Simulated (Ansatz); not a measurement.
## Co: geometry relaxation

Co (2 atoms in the cell), set up with DFT, PBE, plane waves, PAW (Ansatz 0.2.0).

The structure derives from an entry of the Crystallography Open Database.

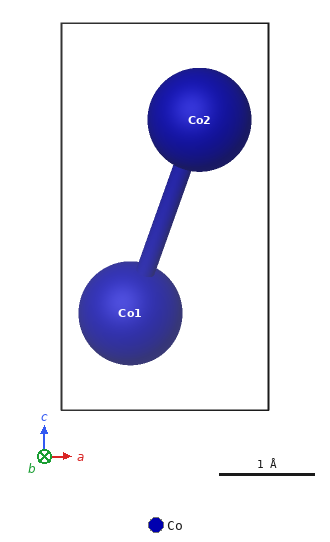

The starting structure (ball-and-stick view of the cell of the calculation, along the b axis; atoms are numbered from 1 in the order of the input). Near neighbours in the crystal (not all of them lie inside the picture): Co has 12 Co at 2.50 to 2.52 Å.

### The input
```yaml
crystal:
  lattice:
    - [2.5169520403, 0.0, 0.0]
    - [-1.2584760202, 2.179744407, 0.0]
    - [0.0, 0.0, 4.0736231546]
  atoms:
    - { symbol: Co, position: [0.3333333333, 0.6666666667, 0.25], spin: 1.84 }
    - { symbol: Co, position: [0.6666666667, 0.3333333333, 0.75], spin: 1.84 }
basis:
  ecutwfc: 420
kpoints:
  mp_grid: { grid: [18, 18, 10] }
hamiltonian:
  xc: pbe
scf:
  occupations: { method: gaussian, width: 0.1 }
  NELM: 60
  max_iter: 100
output:
  forces: true
  eigenvalues: true
  stress: true
magnetization:
  spin_polarized: true
relax:
  adjacent_minimum: "off"
  f_tol: 0.01
  max_steps: 30
  cell: { stress_tol: 0.1, fix: [volume] }
```

Run on 1 thread of Arm Neoverse V2, 24 GiB of memory available, shared host.

Run as:
```bash
ansatz run input.yaml --threads 1 --pin off --max-ram 2560MiB --backend cpu --events-out ev --progress --plain --runs-dir out
```

### What the program printed
```
Error: YAML parse error: error: line 17 column 3: unknown field `NELM`, expected one of max_iter, algorithm, n_extra_bands, self_checks, convergence, lower_state_search, omitted_lower_state_checks, lower_solution_reach, mixing, occupations, eigensolver, initial_density, exx
  --> <input>:17:3
   |
15 | scf:
16 |   occupations: { method: gaussian, width: 0.1 }
17 |   NELM: 60
   |   ^ unknown field `NELM`, expected one of max_iter, algorithm, n_extra_bands, self_checks, convergence, lower_state_search, omitted_lower_state_checks, lower_solution_reach, mixing, occupations, eigensolver, initial_density, exx
18 |   max_iter: 100
19 | output:
   |
```

### Outcome

```csv
quantity,value
outcome,refused by the program
space group (tolerance 0.01 Å),P6₃/mmc (194)
```

### Diagnosis

This input holds a deliberate fault: a keyword of another program (`scf.NELM`). The program refused the input: “YAML parse error: error: line 17 column 3: unknown field `NELM`, expected one of max_iter, algorithm, n_extra_bands, self_checks, convergence, lower_state_search, omitted_lower_state_checks, lower_solution_reach, mixing, occupations, eigensolver, initial_density, exx --> <input>:17:3 | 15 | scf: 16 | occupations: { …”
